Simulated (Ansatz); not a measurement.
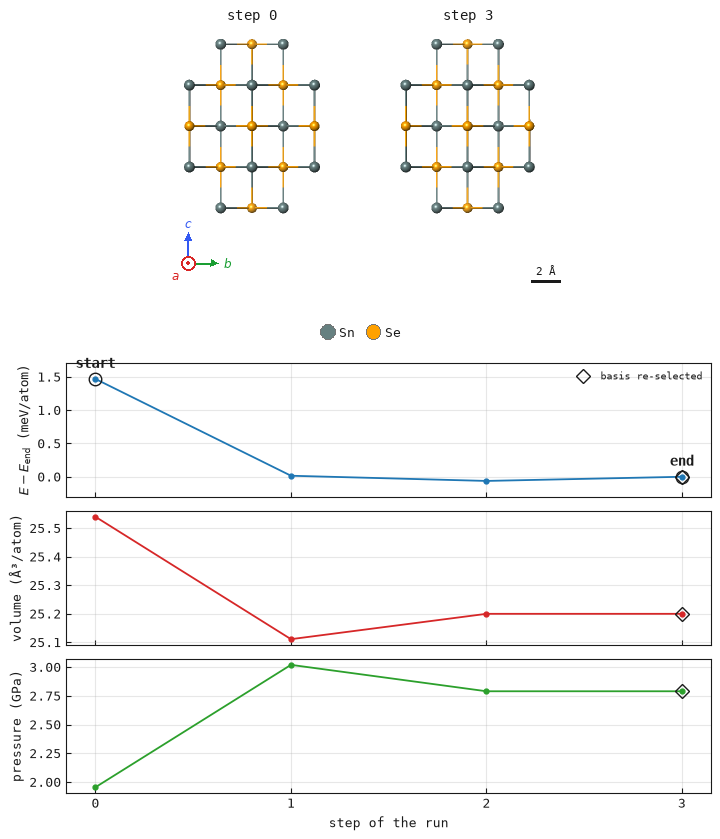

First and last geometry of a relaxation of a crystal of SnSe (set up in Immm), with the history of the run. The picture is a ball-and-stick view of the conventional cell (2 times the calculation's cell), seen along the a axis. Lengths and directions refer to the drawn axes.

Case: film's bulk on the substrate's plane, third vector and atoms relaxed.

Computed with DFT PBEsol, scalar-relativistic, plane waves, PAW (Ansatz).

The input:
```yaml
crystal:
  lattice:
    - [4.0583734766, 0.0, 0.0]
    - [0.0, 5.7394068117, 0.0]
    - [2.0291867383, 2.8697034059, 2.1929591597]
  atoms:
    - { symbol: Sn, position: [0.0, 0.5, 0.0] }
    - { symbol: Se, position: [0.0, 0.0, 0.0] }
basis:
  ecutwfc: 420
kpoints:
  mp_grid: { grid: [7, 5, 12] }
hamiltonian:
  xc: pbesol
scf:
  occupations: { method: gaussian, width: 0.02 }
output:
  forces: true
  stress: true
  eigenvalues: true
relax:
  adjacent_minimum: "off"
  f_tol: 0.01
  max_steps: 50
  cell: { fix: [a, b, gamma], stress_tol: 0.1 }
```

Command:
```bash
ansatz run input.yaml --threads 2 --pin off --max-ram 5120MiB --backend cpu --events-out ev --progress --plain --runs-dir out
```

What do the curves and the structures tell?

Answer. It converged. No atom moves by more than 0.005 Å relative to the cell. The drawn cell changes as follows: a unchanged at 4.058 Å, b 4.386 → 4.328 Å (−1.3 %), c unchanged at 5.739 Å; the volume changes by −1.3 %. Near-neighbour distances that change, for instance: Sn1–Se2 2.988 → 2.967 Å. The space group stays Immm (No. 71). After 2 accepted moves (3 points after the start) the energy has fallen by 1.5 meV per atom. All forces vanish by symmetry, so only the cell relaxes. Pressure: 1.96 GPa at the start and 2.79 GPa at the end. The SCF was repeated once at an unchanged geometry on a basis and grid sized afresh for the cell, which shifted the energy by 0.1 meV per atom at most.
